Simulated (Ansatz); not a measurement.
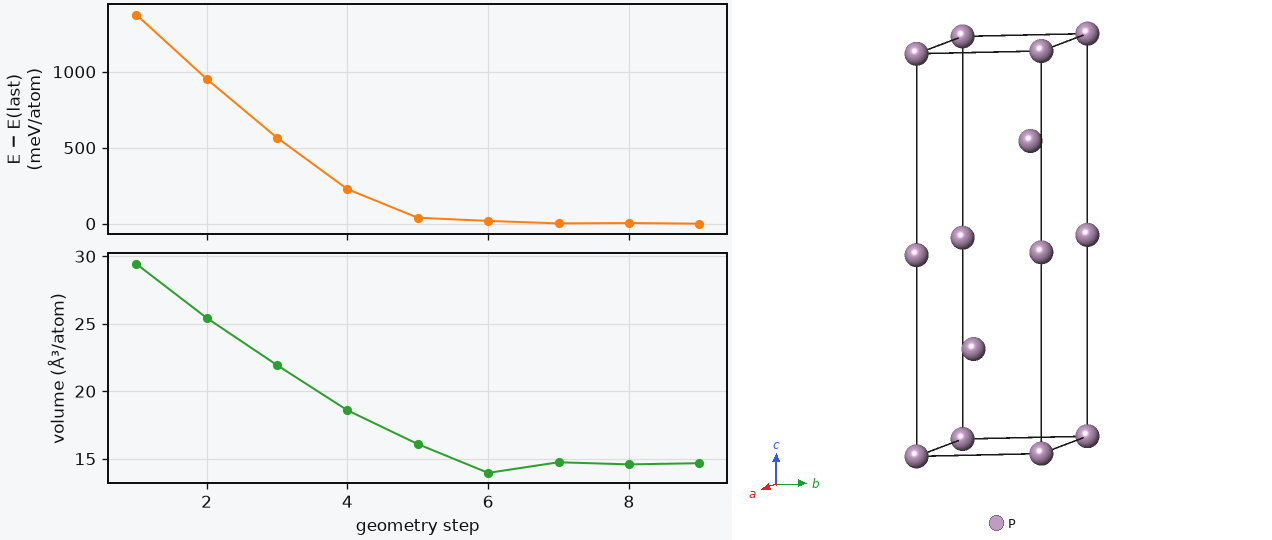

Beside the plot: the structure at the start.

History of a geometry optimisation. Atoms and cell relax. A closing SCF on a freshly chosen basis isn't drawn.

System: P (P6_3/mmc, 4 atoms in the cell).
Method: DFT PBE, scalar-relativistic, plane waves, PAW in Ansatz; cutoff 420 eV, 6×6×2 k-mesh, Gaussian smearing of 0.1 eV.

How did the optimisation end?

The optimisation met its thresholds at geometry 9, counting the start as the first. The energy fell by about 1400 meV/atom from the first step to the last. Step 8 went uphill and was rejected by the line search. All forces vanish by symmetry, so only the cell moves.

What happens to the cell?

The volume shrinks from 29.4 to 14.7 Å³ per atom (−50 %), overshooting to 13.9 at step 6. The start was expanded.

By which step was nine tenths of the energy gained?

By step 5 of 9.
